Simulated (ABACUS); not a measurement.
Input

```
INPUT_PARAMETERS
suffix              InP
calculation         scf
basis_type          lcao
pseudo_dir          ./
orbital_dir         ./
symmetry            0
dft_functional      pbe
ecutwfc             100
pseudo_rcut         7
nspin               4
nbands              38
ks_solver           genelpa
smearing_method     fd
smearing_sigma      0.00367493
scf_thr             1e-07
scf_nmax            100
mixing_type         broyden
mixing_beta         0.4
cal_force           1
cal_stress          1
noncolin            0
lspinorb            1
out_mul             1
out_chg             1
out_pot             2
out_elf             0
```

Launched as:

```sh
OMP_NUM_THREADS=1 mpirun -np 4 abacus > log
```

Below, planes, directions and counts refer to the conventional cell (a = 5.86 Å, b = 5.86 Å, c = 5.86 Å, α = 90.00°, β = 90.00°, γ = 90.00°).

Space group F-43m; computed pressure about 4 GPa in this cell.

Theory: Kohn-Sham DFT of a periodic cell, PBE, spin-orbit coupling, PseudoDojo NC FR 0.4 PBE standard in ABACUS.

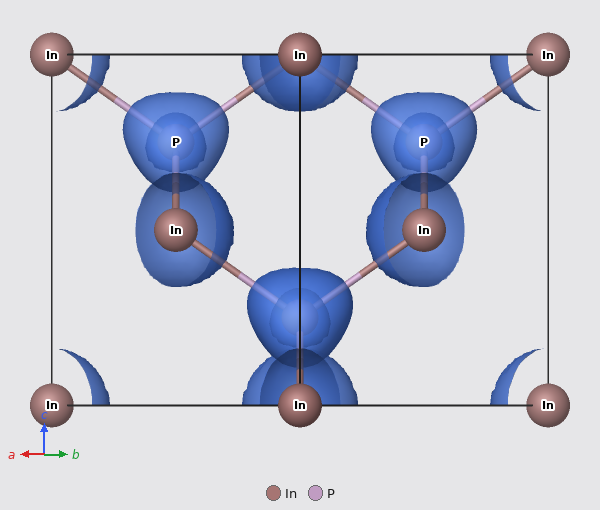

InP. Isosurface of the valence electron density at 0.6 e/Å³ (blue), seen along [110]. Sticks mark near contacts.

In a pseudopotential calculation such maps are meaningful between the atoms, not at the nuclei.

> Which contacts does the surface bridge?

At this value the density breaks into separate islands; it holds about 60 % of the electrons treated as valence. It bridges none of the near contacts. It is pinched off along the sampled In–P (2.54 Å) contacts. On the grid the lowest density along these lines, outside the cores, is 0.42 e/Å³ (In–P, 2.54 Å).
